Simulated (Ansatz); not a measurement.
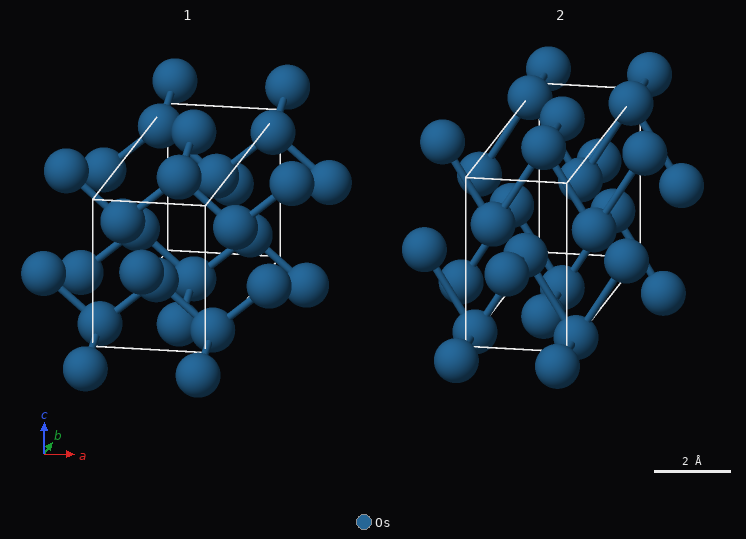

Two geometries of solid Os (built on the black phosphorus_64 type) (coarse preliminary run), drawn at one scale. One is the start of a relaxation, the other its converged end. Style: ball-and-stick. Shown: the conventional cell (2 times the calculation's cell), slightly off an axis. Lengths and directions refer to the drawn axes.

These are results of Ansatz, DFT PBEsol, scalar-relativistic, plane waves, PAW, not measurements. (plane-wave cutoff 420 eV; k-point mesh 6 × 6 × 4; occupations gaussian; smearing width 0.1 eV; no spin polarisation; cell and atoms relaxed; force threshold 0.04 eV/Å; at most 70 steps)

Question: Which geometry has the lower energy?

Answer: Structure 2 is the relaxed one. Case: black phosphorus type (Cmce, No. 64). The largest moves relative to the cell, 0.44 Å, are those of Os atoms. Cell: a 3.042 → 2.728 Å (−10.3 %), b 9.651 → 9.473 Å (−1.8 %), c 4.026 → 4.627 Å (+14.9 %). Volume +1.1 %. Among the contacts that change: Os–Os 3.383 → 2.717 Å, Os–Os 1.993 → 2.569 Å, Os–Os 2.026 → 2.394 Å, Os–Os 3.132 → 2.804 Å. Among the angles between lasting bonds that change: Os–Os–Os 99.5° → 64.1°, Os–Os–Os 103.4° → 92.8°. The space group stays Cmce (No. 64). After 11 accepted moves (15 points after the start) the energy has fallen by 18.425 eV per cell of the calculation. Largest force component: 18 eV/Å at the start, 0.0013 eV/Å at the end. Pressure: 197.66 GPa at the start and 0.02 GPa at the end. The line search rejected the trial steps at points 7, 10 of the run. The SCF was repeated twice at an unchanged geometry on a basis and grid sized afresh for the cell, which shifted the energy by 13.1 meV per cell of the calculation at most. The run took about 80 core-seconds on a shared host.

Limits of the set-up: the k-point mesh is coarse for a cell with partly filled bands.
